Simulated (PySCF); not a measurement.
# C4H6 (Bicyclo[1.1.0]butane): HF/3-21G (preoptimised minimum)

Wanted: an optimisation with harmonic vibrations of C4H6 (Bicyclo[1.1.0]butane). The job is set up through a Python script.

The results are computed with PySCF 2.14.0.

1 further run of the same task is left out (set aside as unsound or not needed).

## 1. The system as given

The species is C4H6 (10 atoms), meant as a singlet with charge 0. SMILES: `C1C2CC12`. The shape is that of a PBE0-D4/def2-TZVP symmetrised optimisation. The run starts from this shape.

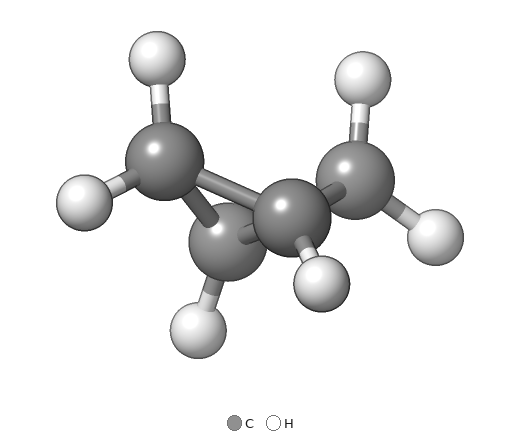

Viewed from a chosen angle; carbon grey, hydrogen white.

## 2. An optimisation with harmonic vibrations at HF/3-21G (preoptimised minimum)

run.py

```python
# Bicyclo[1.1.0]butane
import numpy
from pyscf import gto, scf, symm
from pyscf.hessian import thermo
from pyscf.geomopt.geometric_solver import kernel as optimise

mol = gto.M(
    atom='''
C       -0.503642       0.930090      -0.500590
C       -0.483384      -0.549723      -0.334119
C        0.231039      -0.610481       0.971209
C        0.758994       0.226587      -0.141693
H       -0.584318       1.310568      -1.514613
H       -1.002329       1.541419       0.252802
H       -0.704220      -1.331487      -1.042180
H       -0.209978      -0.120062       1.840120
H        0.768795      -1.526855       1.196133
H        1.696211       0.168438      -0.670389
''',
    basis='3-21g',
    max_memory=1860,
    charge=0,
    verbose=3,
)

mf = scf.RHF(mol)
mf.conv_tol = 1e-10
converged, mol_eq = optimise(mf, maxsteps=80)
print('converged:', converged)
print(mol_eq.tostring())

mf.reset(mol_eq)
mol = mol_eq
mf.kernel()
etot = mf.e_tot
print(f'total energy: {etot:.8f} hartree')
hess = mf.Hessian().kernel()
modes = thermo.harmonic_analysis(mol, hess)
print('frequencies (1/cm)', numpy.round(modes['freq_wavenumber'], 1))
symm.geom.TOLERANCE = 1e-3  # for the symmetry number
th = thermo.thermo(mf, modes['freq_au'], 298.15, 101325)
thermo.dump_thermo(mol, th)
```

The run is started by

```
$ OMP_NUM_THREADS=1 python run.py
```

What it wrote:

```text
maxiter                   80
----------------------------------------------------------
Custom engine selected.
Bonds will be generated from interatomic distances less than 1.20 times sum of covalent radii
30 internal coordinates being used (instead of 30 Cartesians)
Internal coordinate system (atoms numbered from 1):
Distance 1-2
Distance 1-4
Distance 1-5
Distance 1-6
Distance 2-3
Distance 2-4
Distance 2-7
Distance 3-4
Distance 3-8
Distance 3-9
Distance 4-10
Angle 2-1-4
Angle 2-1-5
Angle 2-1-6
Angle 4-1-5
Angle 4-1-6
Angle 5-1-6
Angle 1-2-4
Angle 1-2-7
Angle 3-2-4
Angle 3-2-7
Angle 4-2-7
Angle 2-3-4
Angle 2-3-8
Angle 2-3-9
Angle 4-3-8
Angle 4-3-9
Angle 8-3-9
Angle 1-4-2
Angle 1-4-10
Angle 2-4-3
Angle 2-4-10
Angle 3-4-10
Out-of-Plane 2-1-3-7
Out-of-Plane 4-1-3-10
Dihedral 4-1-2-3
Dihedral 4-1-2-7
Dihedral 5-1-2-3
Dihedral 5-1-2-4
Dihedral 5-1-2-7
Dihedral 6-1-2-3
Dihedral 6-1-2-4
Dihedral 6-1-2-7
Dihedral 2-1-4-3
Dihedral 2-1-4-10
Dihedral 5-1-4-2
Dihedral 5-1-4-3
Dihedral 5-1-4-10
Dihedral 6-1-4-2
Dihedral 6-1-4-3
Dihedral 6-1-4-10
Dihedral 1-2-3-4
Dihedral 1-2-3-8
Dihedral 1-2-3-9
Dihedral 4-2-3-8
Dihedral 4-2-3-9
Dihedral 7-2-3-4
Dihedral 7-2-3-8
Dihedral 7-2-3-9
Dihedral 1-2-4-3
Dihedral 1-2-4-10
Dihedral 3-2-4-1
Dihedral 3-2-4-10
Dihedral 7-2-4-1
Dihedral 7-2-4-3
Dihedral 7-2-4-10
Dihedral 2-3-4-1
Dihedral 2-3-4-10
Dihedral 8-3-4-1
Dihedral 8-3-4-2
Dihedral 8-3-4-10
Dihedral 9-3-4-1
Dihedral 9-3-4-2
Dihedral 9-3-4-10
Translation-X 1-10
Translation-Y 1-10
Translation-Z 1-10
Rotation-A 1-10
Rotation-B 1-10
Rotation-C 1-10
> ===== Optimization Info: ====
> Job type: Energy minimization
> Maximum number of optimization cycles: 80
> Initial / maximum trust radius (Angstrom): 0.100 / 0.300
> Convergence Criteria:
> Will converge when all 5 criteria are reached:
>  |Delta-E| < 1.00e-06
>  RMS-Grad  < 3.00e-04
>  Max-Grad  < 4.50e-04
>  RMS-Disp  < 1.20e-03
>  Max-Disp  < 1.80e-03
> === End Optimization Info ===

Geometry optimization cycle 1
Cartesian coordinates (Angstrom)
 Atom        New coordinates             dX        dY        dZ
   C  -0.503642   0.930090  -0.500590    0.000000  0.000000  0.000000
   C  -0.483384  -0.549723  -0.334119    0.000000  0.000000  0.000000
   C   0.231039  -0.610481   0.971209    0.000000  0.000000  0.000000
   C   0.758994   0.226587  -0.141693    0.000000 -0.000000  0.000000
   H  -0.584318   1.310568  -1.514613    0.000000  0.000000  0.000000
   H  -1.002329   1.541419   0.252802    0.000000  0.000000  0.000000
   H  -0.704220  -1.331487  -1.042180    0.000000  0.000000  0.000000
   H  -0.209978  -0.120062   1.840120    0.000000  0.000000  0.000000
   H   0.768795  -1.526855   1.196133    0.000000  0.000000  0.000000
   H   1.696211   0.168438  -0.670389    0.000000  0.000000  0.000000

WARN: Mole.unit (angstrom) is changed to Bohr

converged SCF energy = -153.983797890626
--------------- RHF_Scanner gradients ---------------
         x                y                z
0 C     0.0157187200    -0.0252714898     0.0004588329
1 C     0.0090350734     0.0250465549     0.0217079617
2 C     0.0009219503     0.0057605404    -0.0291875105
3 C    -0.0306255054     0.0002663649     0.0155650612
4 H    -0.0008452936     0.0033681656    -0.0081238939
5 H    -0.0044351377     0.0053027547     0.0072393924
6 H     0.0011823046    -0.0083802809    -0.0093625144
7 H    -0.0042110535     0.0048347076     0.0076877622
8 H     0.0042927317    -0.0074097928     0.0021720417
9 H     0.0089662100    -0.0035175246    -0.0081571333
----------------------------------------------
cycle 1: E = -153.983797891  dE = -153.984  norm(grad) = 0.0693357
Step    0 : Gradient = 2.193e-02/3.435e-02 (rms/max) Energy = -153.9837978906
Hessian Eigenvalues: 3.10763e-02 3.26401e-02 3.73585e-02 ... 3.52726e-01 3.62698e-01 3.62699e-01

Geometry optimization cycle 2
Cartesian coordinates (Angstrom)
 Atom        New coordinates             dX        dY        dZ
   C  -0.506192   0.933643  -0.498446   -0.002550  0.003553  0.002144
   C  -0.479817  -0.564984  -0.351875    0.003567 -0.015261 -0.017756
   C   0.229699  -0.609472   0.975781   -0.001340  0.001009  0.004572
   C   0.774891   0.219028  -0.157539    0.015897 -0.007559 -0.015846
   H  -0.594223   1.321501  -1.494810   -0.009905  0.010933  0.019803
   H  -0.993432   1.526595   0.255205    0.008897 -0.014824  0.002403
   H  -0.714296  -1.335461  -1.041311   -0.010076 -0.003974  0.000869
   H  -0.210611  -0.114928   1.823448   -0.000633  0.005134 -0.016672
   H   0.757444  -1.512868   1.213025   -0.011351  0.013987  0.016892
   H   1.703703   0.175440  -0.666798    0.007492  0.007002  0.003591
converged SCF energy = -153.986031430756
--------------- RHF_Scanner gradients ---------------
         x                y                z
0 C     0.0031163486    -0.0053417412     0.0014268249
1 C    -0.0032714023     0.0007846399     0.0024542405
2 C    -0.0005335074     0.0023133484    -0.0058860202
3 C     0.0001237795     0.0029060950     0.0029801551
4 H    -0.0002584011     0.0001036278     0.0012514415
5 H    -0.0001885242     0.0004770466    -0.0007076312
6 H     0.0035156494     0.0009956480    -0.0007128563
7 H     0.0003655003    -0.0006845332     0.0004020935
8 H    -0.0006903491     0.0010087417     0.0003865339
9 H    -0.0021790937    -0.0025628729    -0.0015947816
----------------------------------------------
cycle 2: E = -153.986031431  dE = -0.00223354  norm(grad) = 0.0121565
Step    1 : Displace = 1.798e-02/2.469e-02 (rms/max) Trust = 1.000e-01 (=) Grad = 3.844e-03/6.347e-03 (rms/max) E (change) = -153.9860314308 (-2.234e-03) Quality = 1.108
Hessian Eigenvalues: 3.03907e-02 3.26401e-02 3.44357e-02 ... 3.56803e-01 3.62698e-01 4.07249e-01

Geometry optimization cycle 3
Cartesian coordinates (Angstrom)
 Atom        New coordinates             dX        dY        dZ
   C  -0.507955   0.938330  -0.505967   -0.001763  0.004687 -0.007520
   C  -0.479798  -0.566502  -0.353473    0.000018 -0.001518 -0.001598
   C   0.233600  -0.616666   0.979611    0.003901 -0.007194  0.003829
   C   0.776574   0.218551  -0.158879    0.001683 -0.000478 -0.001340
   H  -0.594459   1.324067  -1.503650   -0.000236  0.002566 -0.008840
   H  -0.993455   1.528134   0.249160   -0.000023  0.001539 -0.006045
   H  -0.735168  -1.338131  -1.033687   -0.020873 -0.002669  0.007625
   H  -0.207372  -0.120236   1.823943    0.003238 -0.005308  0.000495
   H   0.762168  -1.520696   1.214116    0.004724 -0.007828  0.001092
   H   1.713033   0.191643  -0.654496    0.009330  0.016203  0.012303
converged SCF energy = -153.986323380592
--------------- RHF_Scanner gradients ---------------
         x                y                z
0 C    -0.0001458332     0.0009901829    -0.0030538448
1 C    -0.0049830810    -0.0013877096     0.0010345928
2 C     0.0016267525    -0.0027265104     0.0004971085
3 C     0.0030627157     0.0036394387     0.0022809479
4 H    -0.0004643574     0.0005454137     0.0007973822
5 H     0.0004715394    -0.0005118321    -0.0009792589
6 H     0.0022281065     0.0010918561     0.0000306838
7 H     0.0005600974    -0.0006977307    -0.0008017974
8 H    -0.0004620073     0.0005406859     0.0008019344
9 H    -0.0018939325    -0.0014837946    -0.0006077486
----------------------------------------------
cycle 3: E = -153.986323381  dE = -0.00029195  norm(grad) = 0.00968559
Step    2 : Displace = 1.193e-02/2.238e-02 (rms/max) Trust = 1.414e-01 (+) Grad = 3.063e-03/5.275e-03 (rms/max) E (change) = -153.9863233806 (-2.919e-04) Quality = 1.154
Hessian Eigenvalues: 1.41276e-02 3.26401e-02 3.73585e-02 ... 3.62698e-01 3.77664e-01 4.12667e-01

Geometry optimization cycle 4
Cartesian coordinates (Angstrom)
 Atom        New coordinates             dX        dY        dZ
   C  -0.506959   0.935762  -0.502033    0.000996 -0.002568  0.003933
   C  -0.473683  -0.573707  -0.364068    0.006116 -0.007205 -0.010595
   C   0.231565  -0.612879   0.977472   -0.002036  0.003787 -0.002138
   C   0.782728   0.211369  -0.169468    0.006154 -0.007181 -0.010589
   H  -0.597309   1.327243  -1.498061   -0.002851  0.003176  0.005588
   H  -0.987730   1.514978   0.265279    0.005725 -0.013156  0.016119
   H  -0.754458  -1.347778  -1.034155   -0.019289 -0.009647 -0.000469
   H  -0.215591  -0.104156   1.812129   -0.008219  0.016080 -0.011814
   H   0.758960  -1.516769   1.218988   -0.003208  0.003927  0.004871
   H   1.729645   0.204430  -0.649404    0.016612  0.012787  0.005092
converged SCF energy = -153.986525440573
--------------- RHF_Scanner gradients ---------------
         x                y                z
0 C    -0.0016419387     0.0025823077     0.0001845981
1 C    -0.0053018856    -0.0037502723    -0.0012792139
2 C    -0.0002210361    -0.0003980333     0.0030316703
3 C     0.0057886948     0.0031794832     0.0004387553
4 H     0.0000531779    -0.0000649311    -0.0000824867
5 H     0.0003244998    -0.0005011398    -0.0000728618
6 H     0.0008852304    -0.0002440811    -0.0006972584
7 H     0.0000631011     0.0000466722    -0.0005963178
8 H     0.0000482961    -0.0000540488    -0.0000927025
9 H     0.0000018603    -0.0007959567    -0.0008341826
----------------------------------------------
cycle 4: E = -153.986525441  dE = -0.00020206  norm(grad) = 0.0104799
Step    3 : Displace = 1.552e-02/2.158e-02 (rms/max) Trust = 2.000e-01 (+) Grad = 3.314e-03/6.619e-03 (rms/max) E (change) = -153.9865254406 (-2.021e-04) Quality = 1.081
Hessian Eigenvalues: 9.73702e-03 3.26401e-02 3.73585e-02 ... 3.62698e-01 3.70344e-01 4.08663e-01

Geometry optimization cycle 5
Cartesian coordinates (Angstrom)
 Atom        New coordinates             dX        dY        dZ
   C  -0.505952   0.934444  -0.503216    0.001007 -0.001319 -0.001183
   C  -0.470271  -0.573469  -0.365521    0.003411  0.000238 -0.001454
   C   0.232274  -0.613573   0.975693    0.000709 -0.000694 -0.001780
   C   0.781424   0.208661  -0.171652   -0.001304 -0.002709 -0.002184
   H  -0.596020   1.325508  -1.499386    0.001290 -0.001735 -0.001325
   H  -0.986785   1.513460   0.265299    0.000945 -0.001518  0.000020
   H  -0.764320  -1.347718  -1.029170   -0.009862  0.000060  0.004986
   H  -0.215531  -0.103816   1.810375    0.000060  0.000340 -0.001754
   H   0.759766  -1.517491   1.216695    0.000806 -0.000722 -0.002293
   H   1.732583   0.212488  -0.642436    0.002938  0.008058  0.006968
converged SCF energy = -153.986613236621
--------------- RHF_Scanner gradients ---------------
         x                y                z
0 C    -0.0007921067     0.0014350015    -0.0006738189
1 C    -0.0025842280    -0.0017038411    -0.0004934952
2 C     0.0003024036    -0.0008608054     0.0015192861
3 C     0.0026833108     0.0015876107     0.0003223749
4 H     0.0001030960    -0.0001387121    -0.0001064867
5 H     0.0001255784    -0.0003025527     0.0004099147
6 H     0.0002589784    -0.0001146720    -0.0002492335
7 H    -0.0002105023     0.0004021169    -0.0002633015
8 H     0.0000648024    -0.0000581421    -0.0001833812
9 H     0.0000486673    -0.0002460037    -0.0002818587
----------------------------------------------
cycle 5: E = -153.986613237  dE = -8.7796e-05  norm(grad) = 0.00518156
Step    4 : Displace = 5.472e-03/1.105e-02 (rms/max) Trust = 2.828e-01 (+) Grad = 1.639e-03/3.134e-03 (rms/max) E (change) = -153.9866132366 (-8.780e-05) Quality = 1.397
Hessian Eigenvalues: 8.43591e-03 3.26401e-02 3.73585e-02 ... 3.61462e-01 3.62698e-01 4.02089e-01

Geometry optimization cycle 6
Cartesian coordinates (Angstrom)
 Atom        New coordinates             dX        dY        dZ
   C  -0.505237   0.933302  -0.503229    0.000715 -0.001142 -0.000013
   C  -0.467517  -0.572946  -0.366349    0.002755  0.000523 -0.000828
   C   0.232334  -0.613340   0.974367    0.000060  0.000233 -0.001326
   C   0.780003   0.206575  -0.173126   -0.001421 -0.002086 -0.001474
   H  -0.595520   1.324684  -1.499281    0.000499 -0.000825  0.000105
   H  -0.986726   1.513749   0.263741    0.000060  0.000290 -0.001558
   H  -0.768519  -1.347207  -1.026539   -0.004200  0.000511  0.002631
   H  -0.214691  -0.105161   1.810379    0.000840 -0.001345  0.000004
   H   0.759746  -1.517229   1.215761   -0.000020  0.000262 -0.000933
   H   1.733294   0.216067  -0.639044    0.000711  0.003579  0.003392
converged SCF energy = -153.986637099373
--------------- RHF_Scanner gradients ---------------
         x                y                z
0 C    -0.0000129610     0.0000828035    -0.0002499373
1 C    -0.0000216765     0.0001113969     0.0001275009
2 C     0.0001330310    -0.0002235488     0.0000426781
3 C    -0.0001174292     0.0000516486     0.0001125998
4 H     0.0000298522    -0.0000439438    -0.0000154376
5 H     0.0000440504    -0.0001105938     0.0001616615
6 H    -0.0000219506    -0.0000299310    -0.0000203650
7 H    -0.0000834052     0.0001567356    -0.0000937170
8 H     0.0000104900    -0.0000033589    -0.0000542143
9 H     0.0000399988     0.0000087916    -0.0000107692
----------------------------------------------
cycle 6: E = -153.986637099  dE = -2.38628e-05  norm(grad) = 0.00053626
Step    5 : Displace = 2.780e-03/4.982e-03 (rms/max) Trust = 3.000e-01 (+) Grad = 1.696e-04/2.636e-04 (rms/max) E (change) = -153.9866370994 (-2.386e-05) Quality = 1.038
Hessian Eigenvalues: 8.61800e-03 3.26401e-02 3.73585e-02 ... 3.62098e-01 3.62698e-01 4.01193e-01

Geometry optimization cycle 7
Cartesian coordinates (Angstrom)
 Atom        New coordinates             dX        dY        dZ
   C  -0.505273   0.933351  -0.503195   -0.000036  0.000049  0.000034
   C  -0.467501  -0.572885  -0.366293    0.000015  0.000061  0.000056
   C   0.232313  -0.613323   0.974431   -0.000021  0.000018  0.000064
   C   0.779930   0.206581  -0.173084   -0.000073  0.000006  0.000043
   H  -0.595491   1.324645  -1.499312    0.000029 -0.000039 -0.000031
   H  -0.987099   1.514542   0.262956   -0.000374  0.000793 -0.000785
   H  -0.768289  -1.347106  -1.026547    0.000230  0.000101 -0.000009
   H  -0.214297  -0.105977   1.811131    0.000393 -0.000816  0.000751
   H   0.759765  -1.517246   1.215710    0.000019 -0.000017 -0.000051
   H   1.733111   0.215911  -0.639117   -0.000183 -0.000157 -0.000073
converged SCF energy = -153.986637655806
--------------- RHF_Scanner gradients ---------------
         x                y                z
0 C     0.0000103352     0.0000103008    -0.0001081095
1 C     0.0000462102     0.0000726481     0.0000530139
2 C     0.0000587294    -0.0000912587    -0.0000111071
3 C    -0.0000949528    -0.0000155233     0.0000311105
4 H     0.0000006513    -0.0000032746     0.0000090057
5 H     0.0000110051    -0.0000317124     0.0000568507
6 H     0.0000044870     0.0000005885    -0.0000016254
7 H    -0.0000296643     0.0000535895    -0.0000246365
8 H    -0.0000047825     0.0000081153    -0.0000018769
9 H    -0.0000020185    -0.0000034732    -0.0000026253
----------------------------------------------
cycle 7: E = -153.986637656  dE = -5.56433e-07  norm(grad) = 0.000230647
Step    6 : Displace = 5.410e-04/1.177e-03 (rms/max) Trust = 3.000e-01 (=) Grad = 7.294e-05/1.091e-04 (rms/max) E (change) = -153.9866376558 (-5.564e-07) Quality = 1.302
Hessian Eigenvalues: 8.61800e-03 3.26401e-02 3.73585e-02 ... 3.62098e-01 3.62698e-01 4.01193e-01
Converged! =D

converged: True
C          -0.50527262        0.93335094       -0.50319539
C          -0.46750119       -0.57288471       -0.36629252
C           0.23231340       -0.61332265        0.97443079
C           0.77993007        0.20658078       -0.17308357
H          -0.59549135        1.32464507       -1.49931171
H          -0.98709945        1.51454223        0.26295552
H          -0.76828939       -1.34710553       -1.02654730
H          -0.21429748       -0.10597686        1.81113062
H           0.75976500       -1.51724593        1.21571017
H           1.73311102        0.21591066       -0.63911662
converged SCF energy = -153.986637655806
total energy: -153.98663766 hartree
frequencies (1/cm) [ 506.   788.9  861.5  899.2  942.  1020.2 1032.8 1133.2 1138.6 1183.4
 1216.8 1265.2 1289.4 1310.  1345.4 1385.3 1635.7 1666.9 3278.  3280.
 3369.4 3370.6 3467.4 3486.1]
temperature 298.1500 [K]
pressure 101325.00 [Pa]
Rotational constants [GHz] 17.02840 9.30890 8.42745
Symmetry number 2
Zero-point energy (ZPE) 0.09311 [Eh]   244470.019 [J/mol]
                           tot       elec      trans        rot        vib
Entropy [J/mol/K]       256.441      0.000    158.516     90.478      7.446
Cv [J/mol/K]             49.233      0.000     12.472     12.472     24.290
Cp [J/mol/K]             57.548      0.000     20.786     12.472     24.290
Internal energy [J/mol]                      3718.434   3718.434 246216.123
Internal energy [Eh]   -153.89003  -153.98664
Enthalpy [J/mol]                             6197.391   3718.434 246216.123
Enthalpy [Eh]          -153.88908
Gibbs free energy [J/mol]                  -41064.281 -23257.582 243996.074
Gibbs free energy [Eh] -153.91820
```

It took 12 s on 1 thread of Arm Neoverse V1, shared host; peak memory 0.14 GiB.

## 3. Outcome

At HF/3-21G (preoptimised minimum):

| quantity | value |
| --- | --- |
| total energy | -153.98664 Eh |
| dipole moment | 0.77 D |
| HOMO energy | -9.88 eV |
| LUMO energy | 7.43 eV |
| HOMO–LUMO gap | 17.31 eV |
| lowest harmonic wavenumber | 506 cm⁻¹ |
| highest harmonic wavenumber | 3486 cm⁻¹ |
| zero-point energy | 244.5 kJ/mol |
| ideal-gas entropy at 298.15 K (symmetry number 2 as used) | 61.3 cal/(mol K) |

At the final geometry: Bond lengths: C1–C2 1.513 Å, C2–C3 1.513 Å, C1–C4 1.513 Å, C2–C4 1.484 Å, C3–C4 1.513 Å, C1–H5 1.074 Å, C1–H6 1.076 Å, C2–H7 1.061 Å, C3–H8 1.076 Å, C3–H9 1.074 Å, C4–H10 1.061 Å. Some angles: C1–C2–C3 96.8°, C1–C2–C4 60.6°, C3–C2–C4 60.6°, C2–C1–C4 58.7°, C2–C3–C4 58.7°, C1–C4–C2 60.6°, C1–C4–C3 96.8°, C2–C4–C3 60.6°, C1–C2–H7 131.5°, C3–C2–H7 131.5°. All 24 modes are real, so the shape is a minimum at this level. Mulliken charges run from -0.34 on C2 to +0.22 on H7.
